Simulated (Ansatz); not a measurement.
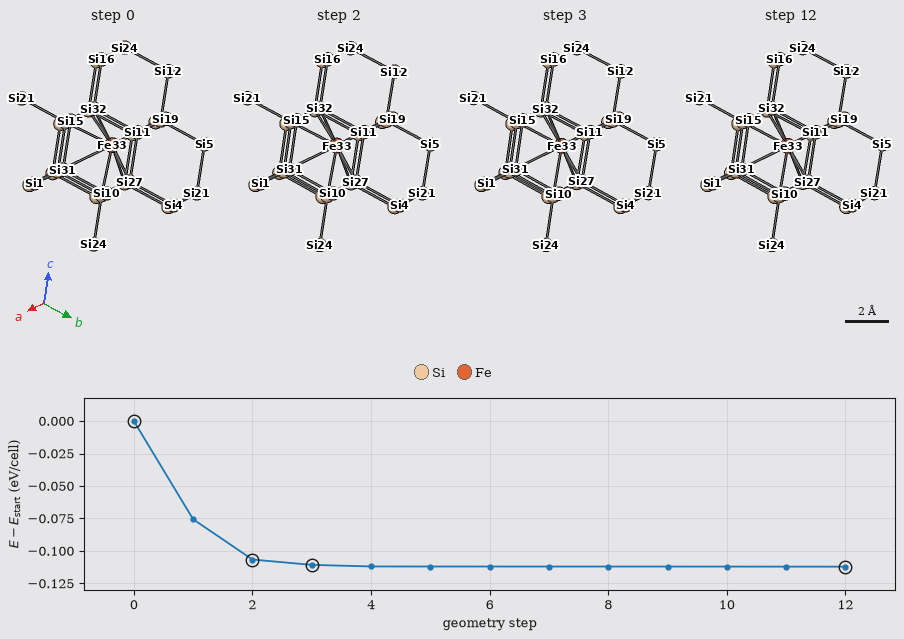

Frames of a relaxation of a defect cell of composition FeSi32 (cell charge +1), marked on the history of the run. The picture is a ball-and-stick view of the atoms within 5.0 Å of the atom that moves most (axes of the cell of the calculation), seen slightly off an axis.

Case: Fe interstitial, charge +1, atoms relaxed.

Theory: DFT LDA, scalar-relativistic, plane waves, PAW in Ansatz 0.2.0. Set-up: plane-wave cutoff 420 eV; k-point mesh 2 × 2 × 2; occupations gaussian; smearing width 0.02 eV; mesh shifted by (0.5, 0.5, 0.5); collinear spin; atoms relaxed in a fixed cell; force threshold 0.02 eV/Å; at most 60 steps.

Q: Describe the path.

A: The atom that moves furthest is the Fe atom (0.12 Å roughly along [−1 −2 −2]). Largest moves by element: Fe 0.12 Å, Si 0.08 Å. The cell stays as it was. Near-neighbour distances that change, for instance: Fe–Si 2.240 → 2.383 Å, Fe–Si 2.836 → 2.734 Å, Fe–Si 2.288 → 2.385 Å, Fe–Si 2.566 → 2.662 Å. Bond angles that change, for instance: Si–Si–Fe 72.7° → 68.9°, Si–Si–Fe 71.6° → 68.3°, Si–Si–Si 109.5° → 112.6°. Over 12 geometry steps the energy falls by 0.112 eV per cell of the calculation. Largest force component: 0.76 eV/Å at the start, 0.014 eV/Å at the end. Cost: 49 s on 8 threads of AMD EPYC 9R45 96-Core Processor (Zen 5), with other jobs on the host, peak memory 2.7 GiB. From step 0 to 2: Si and Fe atoms move most (0.07 Å), energy −0.107 eV per cell of the calculation. From step 2 to 3: the Fe atom moves most (0.06 Å), energy −4.1 meV per cell of the calculation. From step 3 to 12: Si atoms move most (0.02 Å), energy −1.4 meV per cell of the calculation.

```
step  E − E(0), meV/atom  largest force component, eV/Å
   0                0.00                         0.7569
   1               -2.29                         0.4914
   2               -3.23                         0.1765
   3               -3.35                         0.0369
   4               -3.39                         0.0116
   5               -3.39                         0.0032
   6               -3.39                         0.0021
   7               -3.39                         0.0020
   8               -3.39                         0.0021
   9               -3.39                         0.0024
  10               -3.39                         0.0063
  11               -3.40                         0.0099
  12               -3.40                         0.0144
```

Limits of the set-up: the cell is charged, on a uniform background, and energies carry no finite-size correction.
